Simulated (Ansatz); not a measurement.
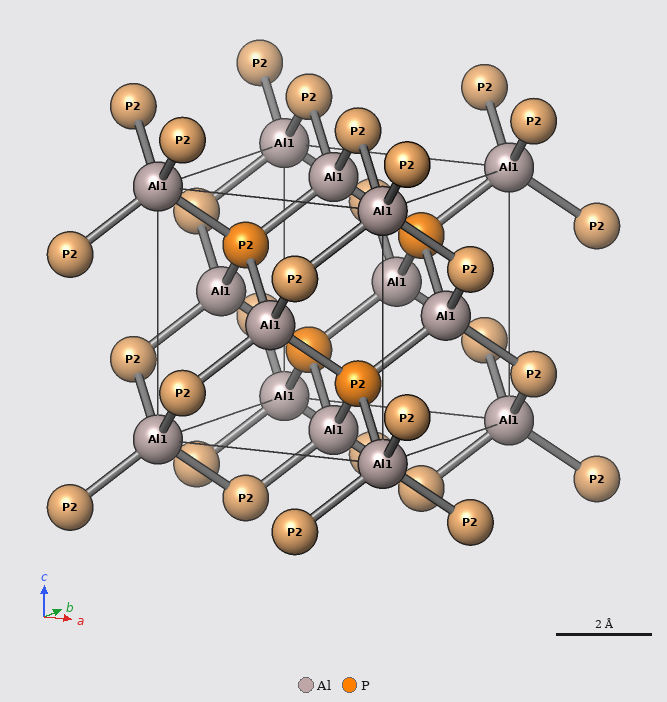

*The structure (ball-and-stick view of the cell 4 times as large as that of the calculation, set on its symmetry axes, seen at an oblique angle; neighbours outside the cell are drawn fainter; atoms are numbered from 1 in the order of the input).*

Near neighbours in the crystal (not all of them lie inside the picture): Al has 4 P at 2.37 Å; P has 4 Al at 2.37 Å.

# Run report: AlP, single-point calculation

AlP (2 atoms in the cell), computed with DFT, PBEsol, plane waves, PAW, no spin polarisation (Ansatz 0.2.0).

The structure was built on a prototype by a generator. The geometry comes from this level: r2SCAN. Figures and captions count atoms from 1; the log counts them from 0 in places.

The input
```yaml
crystal:
  lattice:
    - [0.0, 2.7392572093, 2.7392572093]
    - [2.7392572093, 0.0, 2.7392572093]
    - [2.7392572093, 2.7392572093, 0.0]
  atoms:
    - { symbol: Al, position: [0.0, 0.0, 0.0] }
    - { symbol: P, position: [0.25, 0.25, 0.25] }
kpoints:
  mp_grid: { grid: [6, 6, 6] }
hamiltonian:
  xc: pbesol
scf:
  occupations: { method: fixed }
  n_extra_bands: 4
output:
  forces: true
  stress: true
  eigenvalues: true
  write_density: true
  write_potential: true
  elf: true
  volumetric_format: npy
```

Launch command:
```bash
ansatz run input.yaml --threads 4 --pin off --max-ram 3686MiB --backend cpu --events-out ev --progress --plain --runs-dir out
```

The program's output
```
scf.n_extra_bands = 4 over 4 filled bands (N_el = 8.0): the run solves 8 bands
Engine: ansatz 0.2.0, aarch64-unknown-linux-gnu
Pseudopotentials: kind: paw
Pseudopotential: Al, paw, valence charge 3, recommended cutoff 420 eV (normal), Al.paw.azcp
Pseudopotential: P, paw, valence charge 5, recommended cutoff 420 eV (normal), P.paw.azcp
Functional definition: PBEsol
  exchange = pbesol_x
  correlation = pbesol_c
Crystal: 2 atoms, lattice volume = 41.108 Å³
Basis set: ecut = 420 eV, 821 PW (Γ), exchange–correlation on 54×54×54 points (8 copies of the dense FFT grid, shifted against one another)
Bands: 8, of which v1, the nominal top of the filled ones, is band 4 counted from 1 (3 counted from 0)
Symmetry: 24 space group operations
Space group: F-43m (ITA 216), of the structure as read, at distance tolerance 3.5e-5 Å
k-points: 16 of 216 (time reversal used)
Non-local potential: Al, projectors of the file, l = 0: 2, l = 1: 2, l = 2: 1
Non-local potential: P, projectors of the file, l = 0: 2, l = 1: 2, l = 2: 2
PAW form: soft (Blöchl's): semilocal exchange-correlation on the pseudo side does not see the compensation charge
PAW frozen core: Al, regenerated for the run's functional, and the local potential with it (the file was generated under x = pbe(κ = 0.804, μ = 0.2195149727645171), c = pbe(β = 0.06672455060314922))
PAW frozen core: P, regenerated for the run's functional, and the local potential with it (the file was generated under x = pbe(κ = 0.804, μ = 0.2195149727645171), c = pbe(β = 0.06672455060314922))
PAW one-centre angular grid: Al, 110 points (default); XC on 64 Gauss nodes
PAW one-centre angular grid: P, 110 points (default); XC on 64 Gauss nodes
Initial density: superposition of atomic densities (neutral atoms: chi_scale 0, normalization atom), corrected by the library's trained network
Initial wavefunctions: pseudopotential atomic-orbital guess
Functional: x = pbesol(κ = 0.804, μ = 0.12345679012345678), c = pbesol(β = 0.046)
SCF iter   1: F=—  HF=-1265.728417 eV  |F-HF|=—  |Δ(HF+E_count)|=         —  Δρ=3.36e-3  dr2=8.33e-3  ethr=1.77e-3  ⟨swp⟩=5.4  Hψ=936  notcnv=0  defer=28
preconditioner: auto → none  [insulator: Δε(μ)=1.402 eV  Ē_g=9.843 eV  n_scr=8 (ndim 8)  ℏωp=16.4 eV  f_vac=0.000  ε∞_Penn≈3.8]
SCF iter   2: F=—  HF=-1265.726018 eV  |F-HF|=—  |Δ(HF+E_count)|=   2.40e-3  Δρ=9.95e-4  dr2=4.24e-4  ethr=1.04e-4  ⟨swp⟩=2.6  Hψ=343  notcnv=0  defer=27
SCF iter   3: F=—  HF=-1265.726032 eV  |F-HF|=—  |Δ(HF+E_count)|=   1.39e-5  Δρ=3.74e-4  dr2=5.32e-5  ethr=5.30e-6  ⟨swp⟩=2.4  Hψ=178  notcnv=0  defer=29
SCF iter   4: F=—  HF=-1265.726032 eV  |F-HF|=—  |Δ(HF+E_count)|=   1.98e-7  Δρ=5.14e-5  dr2=6.60e-7  ethr=6.65e-7  ⟨swp⟩=2.0  Hψ=177  notcnv=0  defer=25
iter 5 did not close the SCF: its close was put off for the readings that it lacked (scf_convergence_deferred on its scf_iter line)
SCF iter   5: F=-1265.726032 eV  HF=-1265.726032 eV  |F-HF|=2.11e-9  |Δ(HF+E_count)|=   4.35e-7  Δρ=4.18e-6  dr2=5.76e-9  ethr=8.25e-9  ⟨swp⟩=2.6  Hψ=187  notcnv=0  defer=25
SCF iter   6: F=-1265.726032 eV  HF=-1265.726032 eV  |F-HF|=1.34e-11  |Δ(HF+E_count)|=   4.65e-9  Δρ=4.90e-7  dr2=5.66e-11  ethr=7.20e-11  ⟨swp⟩=11.4  Hψ=1236  notcnv=0
SCF 1 converged in 6 iterations: F = -1265.726032 eV  dr2 = 5.66e-11
  greatest PAW one-centre occupation: 0.777 electrons in one spin orbital (limit 2), on the P atom at site 1 (counted from 0), in its partial waves of l = 0
SCF converged after 6 iterations
Free energy (F): -1265.726032 eV
Harris-Foulkes:  -1265.726032 eV  (|F-HF|=1.34e-11)
Internal energy: -1265.726032 eV  (E = F + TS)
E sigma→0 (E₀):  -1265.726032 eV
Fermi energy:    4.899707 eV
--- Per-component energies (eV) ---
  E_band       = 3.691632
  E_kinetic    = 93.405189
  E_local      = -82.857428  (includes V_loc(G=0)·N_el)
  E_nonlocal   = 44.808685
  E_hartree    = 24.810009
  E_xc         = -100.427513
  E_vxc        = -89.870098  (∫ρ·V_xc dr)
  E_paw        = -1009.049951  (= ΣΔE_a)
  E_vpaw       = -11.414750  (= ΣTr[D̂ρ^β])
  E_aug_tail   = 0.000001  (compensation charges beyond the density's cutoff)
  E_ewald      = -236.480259
  E_core_change = 0.065235  (= ΣΔE_core)
  E_smearing   = -0.000000  (= −TS)
  E_closure    = -0.000000  (closes the sum)
  Σ components = -1265.726032   (vs F -1265.726032, Δ=0.00e0)
--- Forces (eV/Å), atoms counted from 1 ---
  atom   1  Al     0.00000000    -0.00000000    -0.00000000
  atom   2  P     -0.00000000     0.00000000     0.00000000
  max |Σ_I F_I| component: 1.85e-17 eV/Å
--- Stress (GPa, compression-positive) ---
       -0.342161       0.000000       0.000000
       -0.000000      -0.342161       0.000000
        0.000000       0.000000      -0.342161
  P = ⅓ Tr σ = -0.3422 GPa (-3.422 kbar)
--- Band table (eV; the first three rows and the last of 16) ---
  k-point 0: bands = ["-6.5650", "4.8997", "4.8997", "4.8997", "8.0104", "9.3865", "9.3865", "9.3865"]
  k-point 1: bands = ["-6.2635", "3.0123", "4.6574", "4.6574", "8.3919", "9.8174", "9.8174", "10.4242"]
  k-point 2: bands = ["-5.4779", "0.5536", "4.2875", "4.2875", "7.8267", "9.8626", "9.8626", "12.6411"]
  k-point 15: bands = ["-4.1977", "-0.1371", "1.9832", "2.2219", "8.1039", "9.1126", "12.4186", "12.7778"]
```

File v_z.tsv
```
# z_ang	v_es[eV]	v_tot[eV]
# format = ansatz-planar-average/11
# xc	pbesol
# density_cutoff_ev	1680
# datasets	Al=:simpson_from_first_knot:soft:shift=-732380	P=:simpson_from_first_knot:soft:shift=-560312
# lattice	0.000000000	2.739257209	2.739257209
# lattice	2.739257209	0.000000000	2.739257209
# lattice	2.739257209	2.739257209	0.000000000
# sites	2
# site	13	0.000000000	0.000000000	0.000000000
# site	15	1.369628605	1.369628605	1.369628605
0.000000	9.388504e-1	-9.621509e0
0.143478	-1.984629e-1	-1.108222e1
0.286955	-1.613844e0	-1.270190e1
0.430433	-3.051924e0	-1.422858e1
0.573910	-4.181315e0	-1.534952e1
0.717388	-4.736132e0	-1.582308e1
0.860865	-4.619220e0	-1.558540e1
1.004343	-3.913228e0	-1.470264e1
1.147821	-2.774725e0	-1.327618e1
1.291298	-1.308682e0	-1.142562e1
1.434776	4.432711e-1	-9.248255e0
1.578253	2.379897e0	-6.885275e0
1.721731	4.274987e0	-4.579283e0
1.865209	5.860617e0	-2.593475e0
2.008686	6.962024e0	-1.126547e0
2.152164	7.585179e0	-1.974530e-1
2.295641	7.849514e0	3.077815e-1
2.439119	7.822346e0	4.374569e-1
2.582596	7.515762e0	2.088532e-1
2.726074	6.920767e0	-3.939932e-1
2.869552	6.060591e0	-1.364165e0
3.013029	5.066838e0	-2.537393e0
3.156507	4.129906e0	-3.770827e0
3.299984	3.375741e0	-5.015870e0
3.443462	2.795809e0	-6.195316e0
3.586940	2.288904e0	-7.293118e0
3.730417	1.727183e0	-8.392222e0
```

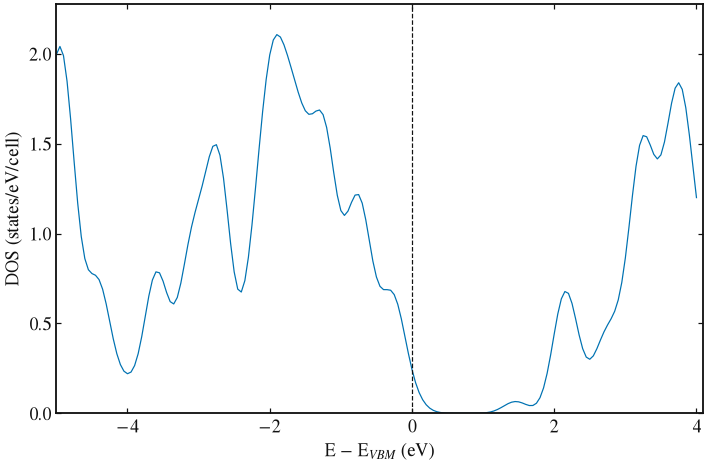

*Density of states (the curve is built from the levels of the k mesh with Gaussians 0.4 eV wide, which also blur the band edges), with energies from the valence-band top.*

There is a gap of 1.46 eV on the k-point mesh. Small ripples come from the finite k-point mesh.

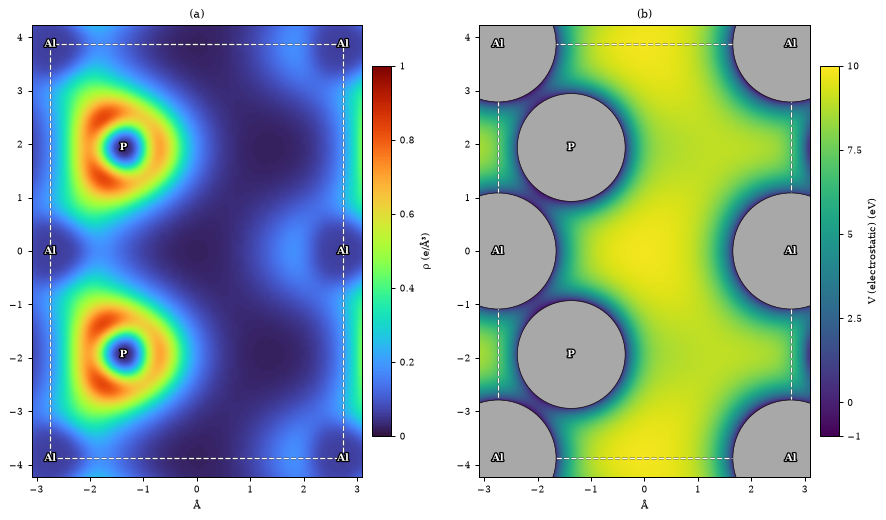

*(a) valence charge density (pseudo); (b) electrostatic potential energy of an electron on the (101) plane of the conventional cell. Grey discs, where drawn, cover atomic cores.*

The plane passes through Al and P nuclei. Al–P (2.37 Å): the density is about 0.51 e/Å³ at the midpoint. Away from the nuclei the density in this plane falls to 0.02 e/Å³ at its lowest. Outside the cores the potential energy rises away from the atoms and is highest about 2.4 Å from the nearest atoms; outside the discs it spans about 11 eV, and its zero is arbitrary. In a PAW calculation such maps are meaningful between the atoms, not at the nuclei.

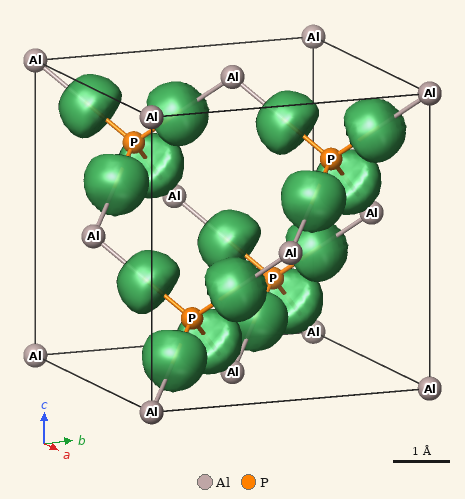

*Isosurface of the ELF at 0.85 (green), seen slightly off an axis. Core shells and regions of very low density are left out. Sticks mark near contacts. The outline is the cell set on symmetry axes.*

Along the contacts the grid gives the following. Al–P (2.37 Å): the ELF peaks at about 0.95 between the atoms, as expected for localised, shared-pair bonding.

Results in brief

```tsv
quantity	value
outcome	converged
space group (tolerance 0.01 Å)	F-43m (216)
electrons treated	8
free energy	−1265.7260 eV
Fermi energy	4.900 eV
gap on the k-point mesh	1.46 eV
pressure	−0.34 GPa
largest force (length of the vector)	under 0.001 eV/Å
hardware	4 threads of Arm Neoverse N1, 98 GiB of memory available, shared host
wall time	0.91 s (CPU time 2.1 s)
peak memory	0.28 GiB
```
